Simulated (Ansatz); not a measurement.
Geometry relaxation, with input and output: Pt$_{6}$HS$_{12}$ (part 3 of 3)

Continued. System: Pt$_{6}$HS$_{12}$ (defect cell, 19 atoms in the cell). Method: DFT PBE+D3(BJ), scalar-relativistic, plane waves, PAW, no spin polarisation (Ansatz 0.2.0); cutoff 420 eV, 4×4×3 k-mesh, Gaussian smearing of 0.1 eV. The structure derives from an entry of the Crystallography Open Database. It belongs to a series of runs on one base structure; here: H interstitial, charge +0, atoms relaxed.

Geometry of the input (Å; fractional positions):
```
0.0000  -6.2065  0.0000
5.3750  3.1032  0.0000
0.0000  0.0000  9.3245
Pt 0.6667  0.3333  0.0000
Pt 0.6667  0.3333  0.5000
Pt 0.0000  0.0000  0.0000
Pt 0.0000  0.0000  0.5000
Pt 0.3333  0.6667  0.0000
Pt 0.3333  0.6667  0.5000
S  0.3333  0.3333  0.1294
S  0.3333  0.3333  0.6294
S  0.6667  0.0000  0.1294
S  0.6667  0.0000  0.6294
S  0.0000  0.6667  0.1294
S  0.0000  0.6667  0.6294
S  0.6667  0.6667  0.3706
S  0.6667  0.6667  0.8706
S  0.0000  0.3333  0.3706
S  0.0000  0.3333  0.8706
S  0.3333  1.0000  0.3706
S  0.3333  1.0000  0.8706
H  -0.0187  -0.0087  0.2446
```

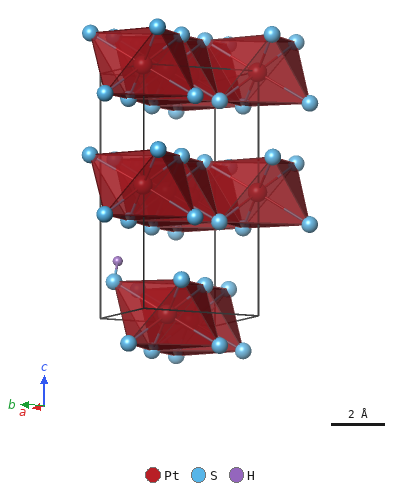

The geometry at step 6 of the log (polyhedral view of the cell of the calculation, seen at an oblique angle; polyhedra are completed across the faces of the cell).

Log, continued:
```
  k-point 25: bands = ["-87.3403", "-87.3396", "-87.3395", "-87.3394", "-87.0161", "-87.0100", "-41.6031", "-41.6029", "-41.5977", "-41.5975", "-41.5716", "-41.5706", "-41.5700", "-41.5691", "-41.4705", "-41.4702", "-41.4696", "-41.4693", "-41.3236", "-41.3189", "-41.2758", "-41.2701", "-41.1191", "-41.1118", "-2.8052", "-2.4238", "-2.3103", "-2.0654", "-1.6505", "-1.5597", "-1.3007", "-1.1374", "-1.0986", "-0.9663", "-0.7427", "-0.7191", "3.9156", "4.5894", "4.8399", "5.2218", "5.3452", "5.5395", "5.6877", "5.7544", "5.8582", "5.9545", "6.0471", "6.1809", "6.2168", "6.4125", "6.5072", "6.5750", "6.6104", "6.6612", "6.8520", "6.9764", "7.2092", "7.2679", "7.4995", "7.5707", "7.6414", "7.8171", "7.8625", "7.9456", "8.2001", "8.6101", "8.7912", "8.9272", "8.9478", "9.0055", "9.0176", "9.0320", "9.0977", "9.1125", "9.2253", "9.3012", "9.5562", "9.6701", "9.8441", "10.0057", "10.2209", "10.2971", "10.3936", "10.4525", "10.5400", "10.5564", "10.9919", "11.0857", "11.3014", "11.4022", "12.6532", "12.9400", "13.3302", "13.4229", "13.4557", "13.6143", "13.7955", "13.9348", "14.0714", "14.0944", "14.1484", "14.3026", "16.4860", "17.0777", "17.3171", "17.6152", "17.7868", "17.8140", "17.9370", "18.1589"]
--- Relaxed structure (11 steps of the walk, 11 accepted, 0 SCFs on fresh bases) ---
  F+E_penalty+E_count = -85991.80481014 eV   max|allowed force component| = 1.810e-2 eV/Å
  atoms:
    - { symbol: Pt, position: [0.6833222984376799, 0.3532125859791929, -0.007960128364098562] }
    - { symbol: Pt, position: [0.6830218625784286, 0.3301709057384613, 0.5073933882851177] }
    - { symbol: Pt, position: [0.01806117825505547, 0.01516543658910074, -0.007285667606930345] }
    - { symbol: Pt, position: [0.017819046049034008, 0.002827548060735172, 0.506708630920958] }
    - { symbol: Pt, position: [0.34845862298273483, 0.6802910055289182, -0.007159728128348411] }
    - { symbol: Pt, position: [0.3481957630144078, 0.6680121573020774, 0.5066215866973657] }
    - { symbol: S, position: [0.35092898341689804, 0.34792972434617564, 0.12288727643400402] }
    - { symbol: S, position: [0.35105437848678045, 0.3352302500016843, 0.6346816576914999] }
    - { symbol: S, position: [0.6833350892710699, 0.008480438971105907, 0.12240591322956974] }
    - { symbol: S, position: [0.6829156608212478, -0.004922843345189358, 0.6406049478721245] }
    - { symbol: S, position: [0.01555831675570385, 0.6804017250667558, 0.12287376654403244] }
    - { symbol: S, position: [0.015022372336473633, 0.6672044707871017, 0.6346902693092452] }
    - { symbol: S, position: [0.683092126984705, 0.6744522929392007, 0.37719731257879235] }
    - { symbol: S, position: [0.6832223668393003, 0.6883556684616633, 0.8586887474885745] }
    - { symbol: S, position: [0.015328953607921941, 0.3350920809894439, 0.3765329111433891] }
    - { symbol: S, position: [0.015177208497553996, 0.3480875805667648, 0.8647524539406161] }
    - { symbol: S, position: [0.35066624012017134, 1.002694420416621, 0.3766102249696084] }
    - { symbol: S, position: [0.35137745635022555, 1.0160552381531913, 0.8648110011084003] }
    - { symbol: H, position: [-0.3152574054053927, -0.15747018125300527, 0.24958250068607957] }
```

Trajectory as extended XYZ (Å, eV, eV/Å), 11 frames, from step=1 to step=11:
```
19
Lattice="0.0000 -6.2065 0.0000 5.3750 3.1032 0.0000 0.0000 0.0000 9.3245" Properties=species:S:1:pos:R:3:forces:R:3 step=1 energy=-85990.46346
Pt    1.7917   -3.1032    0.0000    0.0268   0.0069   0.0040
Pt    1.7917   -3.1032    4.6623   -0.0161  -0.0140  -0.0100
Pt    0.0000    0.0000    0.0000    0.0010  -0.0030  -0.0227
Pt    0.0000    0.0000    4.6623    0.0014  -0.0016   0.0601
Pt    3.5833    0.0000    0.0000   -0.0249  -0.0141   0.0043
Pt    3.5833    0.0000    4.6623    0.0195   0.0109  -0.0102
S     1.7917   -1.0344    1.2064    0.1463  -0.0891   0.0141
S     1.7917   -1.0344    5.8686   -0.0085   0.0115   0.0169
S     0.0000   -4.1376    1.2064    0.0060   0.1269   0.0659
S     0.0000   -4.1376    5.8686   -0.0069  -0.0401   0.0516
S     3.5833    2.0688    1.2064   -0.1325  -0.0881   0.0315
S     3.5833    2.0688    5.8686    0.0169   0.0240   0.0328
S     3.5833   -2.0688    3.4559   -0.0796   0.0372  -0.0446
S     3.5833   -2.0688    8.1182    0.0468  -0.0181  -0.0582
S     1.7917    1.0344    3.4559    0.1027   0.0465  -0.0198
S     1.7917    1.0344    8.1182   -0.0385  -0.0081  -0.0396
S     5.3750    1.0344    3.4559    0.0036  -0.1250  -0.0038
S     5.3750    1.0344    8.1182   -0.0047   0.0212  -0.0190
H    -0.0469    0.0890    2.2811   -0.0594   0.1161  -0.0535
19
Lattice="0.0000 -6.2065 0.0000 5.3750 3.1032 0.0000 0.0000 0.0000 9.3245" Properties=species:S:1:pos:R:3:forces:R:3 step=2 energy=-85990.50333
Pt    1.7997   -3.1068   -0.0152    0.0042  -0.0057   0.0413
Pt    1.7926   -3.1140    4.6776    0.0076  -0.0067  -0.0368
Pt    0.0029   -0.0029    0.0100    0.0140  -0.0296  -0.0163
Pt    0.0028   -0.0072    4.6643    0.0139  -0.0239   0.0901
Pt    3.5835   -0.0069   -0.0151   -0.0100   0.0044   0.0451
Pt    3.5897   -0.0072    4.6776   -0.0040   0.0098  -0.0397
S     1.8095   -1.0490    1.2039    0.0536  -0.0260  -0.0370
S     1.7918   -1.0399    5.8776    0.0136  -0.0041  -0.0088
S     0.0050   -4.1188    1.2031    0.0029  -0.0853   0.1022
S     0.0023   -4.1537    5.8860   -0.0106  -0.0080   0.0087
S     3.5715    2.0520    1.2038   -0.0325  -0.0207  -0.0092
S     3.5910    2.0652    5.8818   -0.0038   0.0095  -0.0044
S     3.5736   -2.0711    3.4637    0.0925  -0.0576  -0.0674
S     3.5983   -2.0783    8.1037    0.0265  -0.0058  -0.0127
S     1.8067    1.0301    3.4634   -0.0113  -0.0058   0.0129
S     1.7851    1.0263    8.1081   -0.0164  -0.0062   0.0019
S     5.3795    1.0157    3.4636   -0.0049  -0.0089   0.0367
S     5.3779    1.0380    8.1139    0.0009  -0.0025   0.0054
H    -0.1108    0.2048    2.2437   -0.1361   0.2731  -0.1120
19
Lattice="0.0000 -6.2065 0.0000 5.3750 3.1032 0.0000 0.0000 0.0000 9.3245" Properties=species:S:1:pos:R:3:forces:R:3 step=3 energy=-85990.59843
Pt    1.8042   -3.1151   -0.0098    0.0935  -0.0146  -0.0155
Pt    1.8003   -3.1230    4.6737   -0.0188  -0.0770   0.0170
Pt    0.0076   -0.0109    0.0150    0.0323  -0.0587  -0.1049
Pt    0.0097   -0.0177    4.6763    0.0181  -0.0260   0.0761
Pt    3.5885   -0.0141   -0.0092   -0.0858  -0.0470   0.0010
Pt    3.5943   -0.0172    4.6731    0.0556   0.0503   0.0076
S     1.8176   -1.0582    1.2054    0.0151  -0.0128   0.0085
S     1.8027   -1.0520    5.8793    0.0368  -0.0199  -0.0217
S     0.0096   -4.1235    1.2117    0.0173  -0.1306   0.1801
S     0.0074   -4.1585    5.8869   -0.0424  -0.0115   0.0702
S     3.5732    2.0435    1.2079   -0.0313  -0.0554  -0.0060
S     3.5932    2.0539    5.8829   -0.0154   0.0180   0.0153
S     3.5882   -2.0851    3.4605    0.1114  -0.1008  -0.0890
S     3.6048   -2.0859    8.1077    0.0438   0.0235  -0.0830
S     1.8066    1.0188    3.4650    0.0217  -0.0219   0.0280
S     1.7884    1.0181    8.1130   -0.0112   0.0036  -0.0162
S     5.3849    1.0101    3.4686    0.0043   0.0191   0.0023
S     5.3826    1.0302    8.1190    0.0058  -0.0327   0.0199
H    -0.2109    0.3628    2.1882   -0.2510   0.4943  -0.0896
19
Lattice="0.0000 -6.2065 0.0000 5.3750 3.1032 0.0000 0.0000 0.0000 9.3245" Properties=species:S:1:pos:R:3:forces:R:3 step=4 energy=-85990.76373
Pt    1.8114   -3.1261   -0.0093    0.1306  -0.0849  -0.0799
Pt    1.8034   -3.1314    4.6731    0.0396  -0.0785   0.0636
Pt    0.0100   -0.0238    0.0063    0.0649  -0.1139  -0.1519
Pt    0.0172   -0.0231    4.6960    0.0309  -0.0416  -0.0358
Pt    3.5882   -0.0305   -0.0061   -0.1060  -0.0509  -0.0457
Pt    3.6040   -0.0207    4.6704    0.0298   0.0476   0.0525
S     1.8192   -1.0700    1.2038   -0.0473   0.0036   0.0246
S     1.8174   -1.0603    5.8788    0.0232  -0.0434   0.0077
S     0.0153   -4.1405    1.2262   -0.0465  -0.3454   0.2675
S     0.0073   -4.1599    5.8996   -0.0495  -0.0057   0.0812
S     3.5738    2.0278    1.2048    0.0263  -0.0197  -0.0175
S     3.5925    2.0504    5.8878   -0.0078  -0.0370   0.0202
S     3.6065   -2.1012    3.4565    0.0927  -0.1178  -0.0646
S     3.6112   -2.0936    8.0953    0.0479   0.0608  -0.0756
S     1.8086    1.0094    3.4719    0.0443  -0.0209   0.0443
S     1.7907    1.0094    8.1103    0.0347  -0.0181  -0.0050
S     5.3911    1.0138    3.4738    0.0188  -0.0059  -0.0039
S     5.3839    1.0132    8.1217    0.0299  -0.0574   0.0202
H    -0.2990    0.5333    2.1541   -0.3565   0.9290  -0.1018
19
Lattice="0.0000 -6.2065 0.0000 5.3750 3.1032 0.0000 0.0000 0.0000 9.3245" Properties=species:S:1:pos:R:3:forces:R:3 step=5 energy=-85991.05186
Pt    1.8207   -3.1385   -0.0094    0.1549  -0.0858  -0.1228
Pt    1.8054   -3.1422    4.6778    0.0772  -0.0133   0.0567
Pt    0.0155   -0.0389   -0.0148    0.0574  -0.1263  -0.1598
Pt    0.0230   -0.0302    4.7043    0.0416  -0.0546  -0.0916
Pt    3.5855   -0.0442   -0.0014   -0.0546  -0.0611  -0.0453
Pt    3.6104   -0.0237    4.6711   -0.0137  -0.0238   0.0411
S     1.8158   -1.0781    1.2027   -0.0930  -0.0255  -0.0136
S     1.8245   -1.0681    5.8780    0.0173  -0.0521   0.0321
S     0.0174   -4.1752    1.2512   -0.1596  -0.4882   0.2153
S     0.0012   -4.1658    5.9125   -0.0137  -0.0147   0.0660
S     3.5797    2.0185    1.1999    0.0922   0.0103  -0.0528
S     3.5939    2.0468    5.8927   -0.0007  -0.0964   0.0007
S     3.6209   -2.1191    3.4486   -0.0730  -0.0718   0.1130
S     3.6183   -2.0920    8.0801    0.0539   0.0361  -0.0627
S     1.8139    1.0027    3.4784    0.0452  -0.0203   0.0595
S     1.7967    1.0041    8.1037    0.1094  -0.0475   0.0307
S     5.3957    1.0107    3.4766    0.0463  -0.0390   0.0109
S     5.3871    0.9931    8.1227    0.0414  -0.1114   0.0220
H    -0.3725    0.7163    2.1406   -0.3283   1.2852  -0.0992
19
Lattice="0.0000 -6.2065 0.0000 5.3750 3.1032 0.0000 0.0000 0.0000 9.3245" Properties=species:S:1:pos:R:3:forces:R:3 step=6 energy=-85991.29269
Pt    1.8321   -3.1521   -0.0136    0.1617   0.0117  -0.1277
Pt    1.8082   -3.1502    4.6871    0.0758   0.0716   0.0303
Pt    0.0228   -0.0566   -0.0414    0.0092  -0.0434  -0.0237
Pt    0.0274   -0.0375    4.7039    0.0270  -0.0456  -0.0608
Pt    3.5821   -0.0561    0.0013    0.0611  -0.0822   0.0115
Pt    3.6129   -0.0264    4.6754   -0.0426  -0.1324   0.0209
S     1.8089   -1.0857    1.1992   -0.0886  -0.0870  -0.0604
S     1.8262   -1.0737    5.8808    0.0038  -0.0434   0.0410
S     0.0116   -4.2228    1.2748    0.0306   0.2811  -0.5693
S    -0.0043   -4.1719    5.9228    0.0295  -0.0564   0.0306
S     3.5899    2.0140    1.1923    0.1293   0.0145  -0.0730
S     3.5962    2.0405    5.8956    0.0293  -0.1023  -0.0040
S     3.6255   -2.1330    3.4487   -0.4148   0.0037   0.4646
S     3.6270   -2.0881    8.0656    0.0673  -0.0249  -0.0793
S     1.8203    1.0005    3.4859    0.0057  -0.0317   0.0327
S     1.8071    0.9977    8.0990    0.1552  -0.0668   0.0248
S     5.3998    1.0035    3.4791    0.0637  -0.0736   0.0149
S     5.3920    0.9721    8.1223    0.0510  -0.1741  -0.0056
H    -0.4329    0.9016    2.1365   -0.3542   0.5810   0.3326
19
Lattice="0.0000 -6.2065 0.0000 5.3750 3.1032 0.0000 0.0000 0.0000 9.3245" Properties=species:S:1:pos:R:3:forces:R:3 step=7 energy=-85991.51103
Pt    1.8706   -3.1556   -0.0458   -0.0083   0.0438  -0.0025
Pt    1.7975   -3.1642    4.7150   -0.0133  -0.0059   0.0398
Pt    0.0380   -0.0659   -0.0667    0.0263   0.0431   0.1316
Pt    0.0225   -0.0515    4.7048   -0.0663  -0.0293   0.0639
Pt    3.5854   -0.0658   -0.0139    0.2763   0.0121   0.0024
Pt    3.6059   -0.0371    4.6933   -0.0724  -0.1504   0.0419
S     1.8082   -1.1009    1.1809   -0.0054  -0.0185  -0.0566
S     1.8182   -1.0834    5.8948   -0.0613  -0.0052   0.0828
S     0.0193   -4.2039    1.2144   -0.1396  -0.1874  -0.3356
S    -0.0105   -4.1916    5.9361   -0.0011  -0.0538   0.0228
S     3.6164    2.0099    1.1735    0.0924   0.0621  -0.0470
S     3.5976    2.0244    5.9043    0.0693  -0.0791   0.0567
S     3.5773   -2.1375    3.5078    0.1760   0.0827  -0.0422
S     3.6536   -2.0879    8.0353    0.0086  -0.0692  -0.0610
S     1.8184    0.9934    3.4976   -0.0504  -0.0478  -0.0074
S     1.8310    0.9878    8.0856    0.0935  -0.0679  -0.0573
S     5.4007    0.9829    3.4891   -0.0114  -0.0444   0.0092
S     5.4079    0.9472    8.1140    0.0524   0.0150  -0.1307
H    -0.5053    1.0757    2.1952   -0.3652   0.4999   0.2891
19
Lattice="0.0000 -6.2065 0.0000 5.3750 3.1032 0.0000 0.0000 0.0000 9.3245" Properties=species:S:1:pos:R:3:forces:R:3 step=8 energy=-85991.66409
Pt    1.8869   -3.1564   -0.0634   -0.0554   0.0568   0.0472
Pt    1.7978   -3.1739    4.7281   -0.1637  -0.1043   0.0501
Pt    0.0528   -0.0725   -0.0806   -0.0007   0.0404   0.1443
Pt    0.0163   -0.0655    4.7116   -0.0439  -0.0308   0.0753
Pt    3.6082   -0.0661   -0.0292    0.1454   0.0360  -0.0624
Pt    3.5962   -0.0542    4.7062    0.0040  -0.0336   0.0556
S     1.8199   -1.1034    1.1637    0.0464  -0.0362  -0.0229
S     1.8065   -1.0929    5.9112   -0.0066  -0.0447   0.0260
S     0.0090   -4.2226    1.1692    0.0917  -0.1628  -0.1803
S    -0.0125   -4.2071    5.9438   -0.0248  -0.0673   0.0349
S     3.6366    2.0164    1.1588    0.0195  -0.0162  -0.0177
S     3.6020    2.0049    5.9146   -0.0022  -0.0093   0.0321
S     3.5732   -2.1368    3.5267    0.2899   0.0385  -0.1420
S     3.6693   -2.0936    8.0175   -0.0041  -0.0593  -0.0629
S     1.8105    0.9818    3.5042   -0.0283  -0.0244   0.0018
S     1.8544    0.9789    8.0752    0.0128   0.0174  -0.0590
S     5.3965    0.9647    3.4973   -0.0007  -0.0136   0.0217
S     5.4266    0.9448    8.0907    0.0500   0.0378  -0.0754
H    -0.5974    1.2293    2.2693   -0.3292   0.3753   0.1336
19
Lattice="0.0000 -6.2065 0.0000 5.3750 3.1032 0.0000 0.0000 0.0000 9.3245" Properties=species:S:1:pos:R:3:forces:R:3 step=9 energy=-85991.76887
Pt    1.9060   -3.1466   -0.0672   -0.0740   0.0122   0.0115
Pt    1.7796   -3.1970    4.7288   -0.0924  -0.0492   0.0343
Pt    0.0780   -0.0677   -0.0738   -0.0103   0.0511   0.0933
Pt    0.0084   -0.0854    4.7167   -0.0263  -0.0240   0.0495
Pt    3.6437   -0.0568   -0.0467    0.0993   0.0103  -0.0440
Pt    3.5867   -0.0727    4.7117   -0.0011  -0.0190   0.0366
S     1.8541   -1.0986    1.1574    0.0357  -0.0192  -0.0301
S     1.7982   -1.1159    5.9131    0.0047  -0.0262   0.0126
S     0.0329   -4.2207    1.1601   -0.0062  -0.1156  -0.0450
S    -0.0249   -4.2300    5.9549   -0.0177  -0.0582   0.0418
S     3.6571    2.0174    1.1525    0.0055  -0.0144  -0.0092
S     3.5892    1.9874    5.9163    0.0023  -0.0018   0.0079
S     3.5856   -2.1479    3.5272    0.2611   0.0595  -0.1399
S     3.6948   -2.0962    8.0085    0.0160  -0.0225  -0.0068
S     1.7993    0.9621    3.5034   -0.0235  -0.0184   0.0207
S     1.8746    0.9855    8.0732   -0.0231   0.0125  -0.0391
S     5.3880    0.9490    3.5012    0.0010  -0.0088   0.0262
S     5.4557    0.9603    8.0796    0.0158   0.0135  -0.0479
H    -0.7543    1.3499    2.2983   -0.1666   0.2183   0.0276
19
Lattice="0.0000 -6.2065 0.0000 5.3750 3.1032 0.0000 0.0000 0.0000 9.3245" Properties=species:S:1:pos:R:3:forces:R:3 step=10 energy=-85991.80481
Pt    1.8985   -3.1449   -0.0742    0.0027   0.0045  -0.0181
Pt    1.7747   -3.2146    4.7312   -0.0078  -0.0059   0.0160
Pt    0.0815   -0.0650   -0.0679    0.0042   0.0037  -0.0117
Pt    0.0152   -0.1018    4.7248   -0.0063   0.0017   0.0129
Pt    3.6565   -0.0516   -0.0668    0.0097  -0.0005  -0.0158
Pt    3.5905   -0.0881    4.7240   -0.0016  -0.0070   0.0175
S     1.8701   -1.0983    1.1459    0.0014   0.0008  -0.0047
S     1.8018   -1.1385    5.9181    0.0022  -0.0041  -0.0003
S     0.0456   -4.2148    1.1414    0.0069   0.0047  -0.0110
S    -0.0265   -4.2538    5.9734   -0.0012  -0.0063   0.0099
S     3.6571    2.0149    1.1457   -0.0024  -0.0022  -0.0049
S     3.5862    1.9773    5.9182   -0.0032   0.0012   0.0004
S     3.6252   -2.1466    3.5172   -0.0005  -0.0019   0.0026
S     3.6999   -2.1043    8.0069   -0.0062  -0.0018  -0.0032
S     1.8011    0.9447    3.5110    0.0030   0.0019   0.0066
S     1.8710    0.9860    8.0634   -0.0030  -0.0007   0.0026
S     5.3894    0.9352    3.5117    0.0104   0.0025  -0.0005
S     5.4613    0.9722    8.0640    0.0010  -0.0022   0.0003
H    -0.8464    1.4680    2.3272   -0.0092   0.0115   0.0014
19
Lattice="0.0000 -6.2065 0.0000 5.3750 3.1032 0.0000 0.0000 0.0000 9.3245" Properties=species:S:1:pos:R:3:forces:R:3 step=11 energy=-85991.80481
Pt    1.8985   -3.1449   -0.0742    0.0027   0.0045  -0.0181
Pt    1.7747   -3.2146    4.7312   -0.0077  -0.0059   0.0160
Pt    0.0815   -0.0650   -0.0679    0.0041   0.0037  -0.0117
Pt    0.0152   -0.1018    4.7248   -0.0063   0.0016   0.0129
Pt    3.6565   -0.0516   -0.0668    0.0096  -0.0005  -0.0158
Pt    3.5905   -0.0881    4.7240   -0.0016  -0.0070   0.0174
S     1.8701   -1.0983    1.1459    0.0014   0.0008  -0.0046
S     1.8018   -1.1385    5.9181    0.0021  -0.0041  -0.0004
S     0.0456   -4.2148    1.1414    0.0069   0.0047  -0.0108
S    -0.0265   -4.2538    5.9734   -0.0011  -0.0062   0.0097
S     3.6571    2.0149    1.1457   -0.0024  -0.0021  -0.0048
S     3.5862    1.9773    5.9182   -0.0032   0.0012   0.0002
S     3.6252   -2.1466    3.5172   -0.0006  -0.0020   0.0027
S     3.6999   -2.1043    8.0069   -0.0061  -0.0017  -0.0034
S     1.8011    0.9447    3.5110    0.0030   0.0020   0.0068
S     1.8710    0.9860    8.0634   -0.0031  -0.0006   0.0025
S     5.3894    0.9352    3.5117    0.0104   0.0025  -0.0003
S     5.4613    0.9722    8.0640    0.0010  -0.0023   0.0002
H    -0.8464    1.4680    2.3272   -0.0093   0.0114   0.0013
```

Summary:

| quantity | value |
| --- | --- |
| outcome | converged |
| electrons treated | 181 |
| free energy | −85991.8048 eV |
| Fermi energy | 12.626 eV |
| gap on the k-point mesh | none (metallic) |
| final volume | 311.06 Å³ |
| largest force (length of the vector) at the end | 0.019 eV/Å |
| hardware | 4 threads of Arm Neoverse V1, 24 GiB of memory available, shared host |
| wall time | 5.8 min (CPU time 23 min) |
| peak memory | 1.4 GiB |

Remarks:

Spin–orbit coupling is left out, which matters for Pt. The cell holds an odd number of electrons but the run has no spin polarisation, so it comes out as a metal.
